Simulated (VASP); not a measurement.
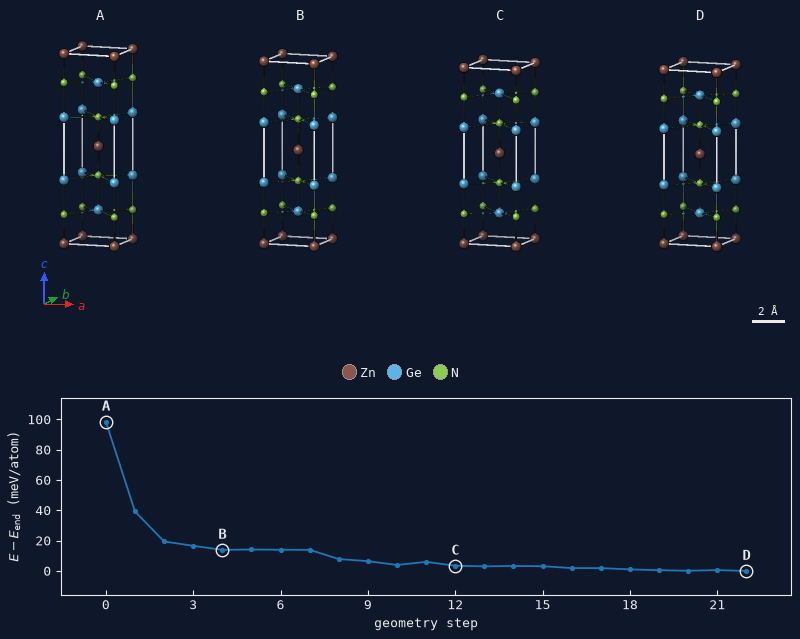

Frames of a relaxation of crystalline ZnGe2N2 (a generated structure, set up in I4/mmm), marked on the history of the run. A ball-and-stick model of the conventional cell (2 times the calculation's cell), seen slightly off an axis. Lengths and directions refer to the drawn axes.

The run lets cell and atoms move.

All numbers below come from Kohn-Sham DFT of a periodic cell, PBE, VASP PAW PBE potentials, recommended in VASP.

Input
```
SYSTEM = ZnGe2N2
PREC = Normal
ENCUT = 520
EDIFF = 1E-4
ISMEAR = 0
SIGMA = 0.15
LREAL = .False.
LASPH = .True.
NELM = 60
ALGO = Fast
ISIF = 3
LWAVE = .False.
LCHARG = .False.
GGA = PE
IBRION = 2
NSW = 24
EDIFFG = -0.08
KPAR = 2
```

Command:
```bash
cat potpaw_PBE.64/Zn/POTCAR potpaw_PBE.64/Ge_d/POTCAR potpaw_PBE.64/N/POTCAR > POTCAR
mpirun -np 2 vasp_std > vasp.out
```

Q: What happens along the run?

A: The largest moves relative to the cell, 0.16 Å, are those of N atoms. By element the largest moves are N 0.16 Å, Ge 0.04 Å. Zn stays in place. Cell: a = b 3.400 → 3.560 Å (+4.7 %), c 12.200 → 11.170 Å (−8.4 %). Volume +0.4 %. Some distances before and after: Ge–N 2.220 → 1.910 Å, Ge–N 2.409 → 2.518 Å, N–Zn 1.867 → 1.871 Å. The space group stays I4/mmm (No. 139). After 22 geometry steps the energy has fallen by 98.5 meV per atom. The largest force component goes from 2 to 0.079 eV/Å. Pressure: −0.76 GPa at the start and 0.81 GPa at the end. From step 0 to 4: N atoms move most (0.18 Å), volume −4.5 %, energy −84.6 meV per atom. From step 4 to 12: Ge atoms move most (0.05 Å), volume +4.0 %, energy −10.5 meV per atom. From step 12 to 22: Ge atoms move most (0.02 Å), volume +1.0 %, energy −3.4 meV per atom.

| step | E − E(0), meV/atom | largest force component, eV/Å | pressure, GPa | volume, Å³/atom |
| --- | --- | --- | --- | --- |
| 0 | 0.00 | 1.9553 | -0.76 | 14.103 |
| 1 | -59.25 | 0.9364 | -2.56 | 13.967 |
| 2 | -79.07 | 0.2066 | -2.81 | 13.838 |
| 3 | -81.96 | 0.6392 | 3.15 | 13.229 |
| 4 | -84.60 | 0.4374 | 1.96 | 13.475 |
| 5 | -84.37 | 0.3953 | -0.12 | 13.543 |
| 6 | -84.54 | 0.3797 | 0.37 | 13.508 |
| 7 | -84.58 | 0.3876 | 0.95 | 13.497 |
| 8 | -90.71 | 0.1167 | -0.06 | 13.495 |
| 9 | -92.06 | 0.2265 | 0.93 | 13.492 |
| 10 | -94.60 | 0.1321 | 1.63 | 13.678 |
| 11 | -92.54 | 0.5526 | -1.12 | 14.235 |
| 12 | -95.09 | 0.3144 | -2.50 | 14.015 |
| 13 | -95.52 | 0.1669 | -1.67 | 13.847 |
| 14 | -95.25 | 0.1299 | -0.17 | 13.767 |
| 15 | -95.42 | 0.1853 | -0.71 | 13.806 |
| 16 | -96.64 | 0.1692 | 0.59 | 13.834 |
| 17 | -96.67 | 0.1975 | 1.05 | 13.842 |
| 18 | -97.50 | 0.1380 | 1.87 | 13.977 |
| 19 | -98.06 | 0.0783 | 1.66 | 14.376 |
| 20 | -98.39 | 0.0604 | 0.26 | 14.214 |
| 21 | -98.00 | 0.0947 | 0.66 | 14.096 |
| 22 | -98.54 | 0.0794 | 0.81 | 14.159 |
